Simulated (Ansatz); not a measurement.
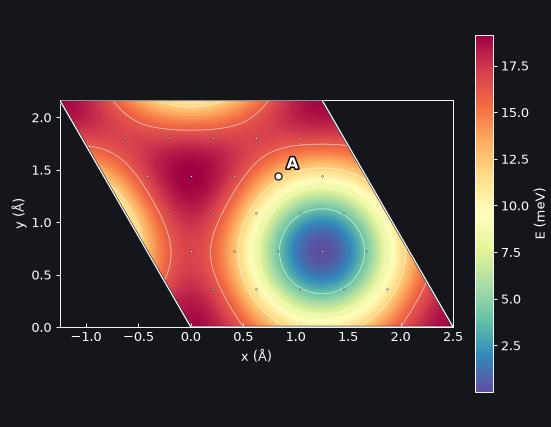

CO on a C(001) slab cut from the P6_3/mmc phase, its upper half relaxed before the scan (40 atoms of substrate and one adsorbate in a 2 × 2 cell). CO (O end down) is moved over the surface cell at a fixed height above a rigid substrate; the origin of the map has the adsorbate above C33; the height is held at 3.00 Å. Places are given modulo a cell vector. The map is drawn in real space over the plane of the surface. Grid: 6 × 6 points; 10 points were computed and 26 follow by symmetry. Places are given in fractions of the 1 × 1 surface cell. Energies are in meV, from the lowest grid point. At a fixed height the lowest place need not be the adsorption site. Theory: DFT PBE+D3(BJ), scalar-relativistic, plane waves, PAW in Ansatz 0.2.0. Settings: cutoff 420 eV, k-mesh 6×6×1, gaussian smearing 0.05 eV, no spin polarisation.

Drawn: a smooth colour map with a few white contour lines, dots at the grid points, the outline of one cell of the plane, the point A. Between grid points the surface is interpolated.

**Which way does the force act at A, and how strong is it?**

A, at (4/6, 4/6) of the cell vectors, is not a stationary point. The computed force is 0.019 eV/Å in the plane, pointing down and right in the picture (components 0.009 and −0.016 eV/Å).

PAW datasets: the set soft_1.
